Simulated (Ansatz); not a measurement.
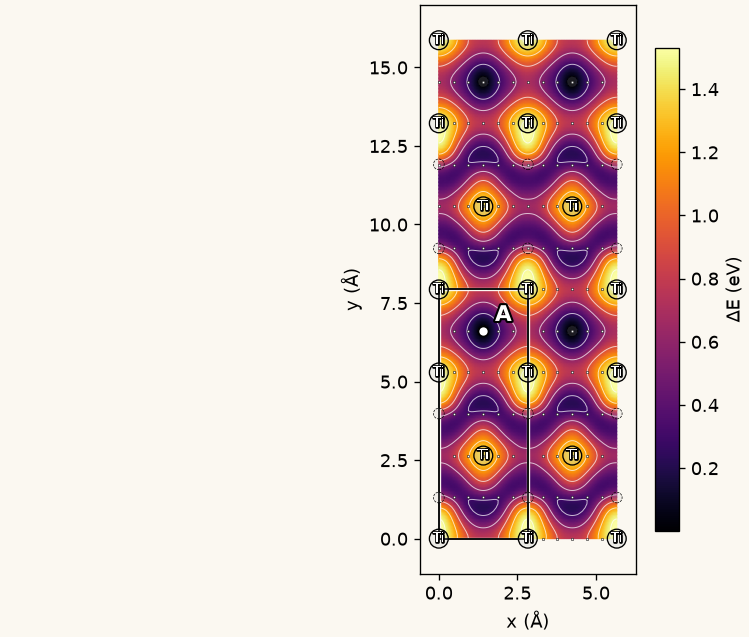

S on a Ti(110) slab cut from the P6/mmm phase, its upper half relaxed before the scan (9 atoms of substrate and one adsorbate in a 1 × 1 cell). 
- S is moved over the surface cell; relaxed at each place: the height of the adsorbate's atoms; substrate rigid; the origin of the map has the adsorbate above Ti8.
- Places are given modulo a cell vector. The map is drawn in real space over the plane of the surface.
- The grid has 6 × 6 points; 16 points were computed and 20 follow by symmetry.
- Energies: eV, counted from the lowest grid point.
- With one adsorbate in each 1 × 1 cell, its nearest image is 2.8 Å away, so neighbouring adsorbates interact.
- Level of theory: DFT PBE, scalar-relativistic, plane waves, PAW (Ansatz 0.2.0). Settings: cutoff 420 eV, k-mesh 9×4×1, gaussian smearing 0.1 eV, no spin polarisation.

In the figure: a smooth colour map with a few white contour lines, dots at the grid points, labelled circles for the atoms of the top layer and small ones for the second layer, the outline of one cell of the 2 × 2 shown, the point A. Between grid points the surface is interpolated.

What is the easiest way out of the well at A, and how high is the barrier?

The easiest path leads from the well at a fourfold hollow over a second-layer Ti atom, (3/6, 5/6) of the cell vectors to its copy one period on. Its highest point lies about 0.69 eV above the bottom of the first well on the interpolated surface, at a bridge site between two Ti atoms, (0/6, 5/6) of the cell vectors. This is the barrier on the constrained surface; relaxing the other coordinates would change it.

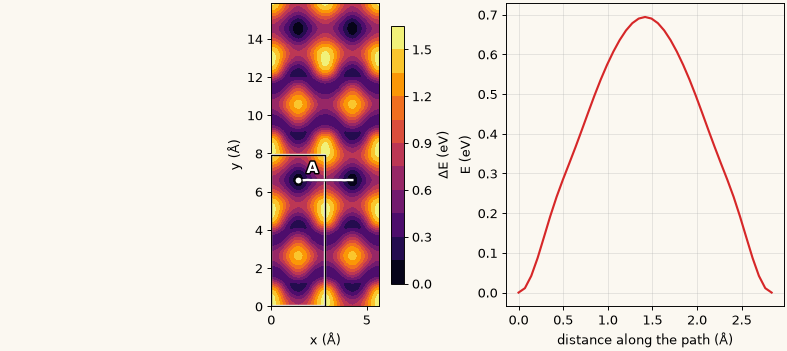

Drawn: filled contours, a line along the lowest path, the outline of one cell of the 2 × 2 shown, the energy along the path at the right. Between grid points the surface is interpolated.

PAW datasets: the set soft_1.
